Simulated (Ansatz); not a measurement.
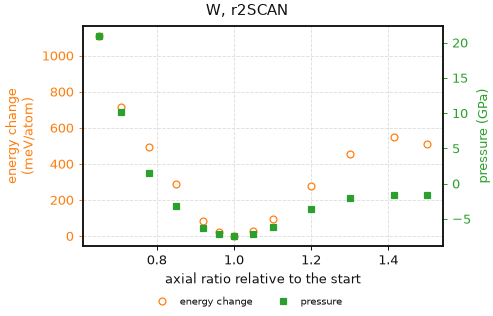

Plotted: energy change and pressure against relative axial ratio for W, space group Im-3m (No. 229).

Structure:
```xyz
1
Lattice="-1.5973 1.5973 1.5973 1.5973 -1.5973 1.5973 1.5973 1.5973 -1.5973" Properties=species:S:1:pos:R:3 pbc="T T T"
W     0.0000    0.0000    0.0000
```

Calculation (Ansatz 0.2.0): deformation of a crystal at fixed volume, lengths along the axis scaled against those across it, fractional coordinates fixed, by plane-wave density functional theory with PAW datasets, free energies less that of the undisturbed cell, pressure positive in compression; scalar-relativistic. Level: r2SCAN, no spin polarisation.

wave cutoff 500 eV; k mesh 24×24×24; occupations Gaussian; smearing width 0.15 eV; k shift (0, 0, 0) (mesh steps); start as given; path tetragonal; axis direction (0, 0, 1) (Cartesian unit vector).

Q: At which relative axial ratio is the energy change least?

A: The lowest computed point is at relative axial ratio 1.000 (0 meV/atom); the curve passes over a maximum at 1.414 (548 meV/atom) and turns down again towards the edge of the range.

Q: How does the pressure vary with relative axial ratio?

A: It goes from 20.9 GPa at relative axial ratio 0.650 to −1.6 GPa at 1.500, not monotonically, with a low of −7.4 GPa at 1.000, and changes sign near 0.80.

Keep in mind: reference crystal is not relaxed.
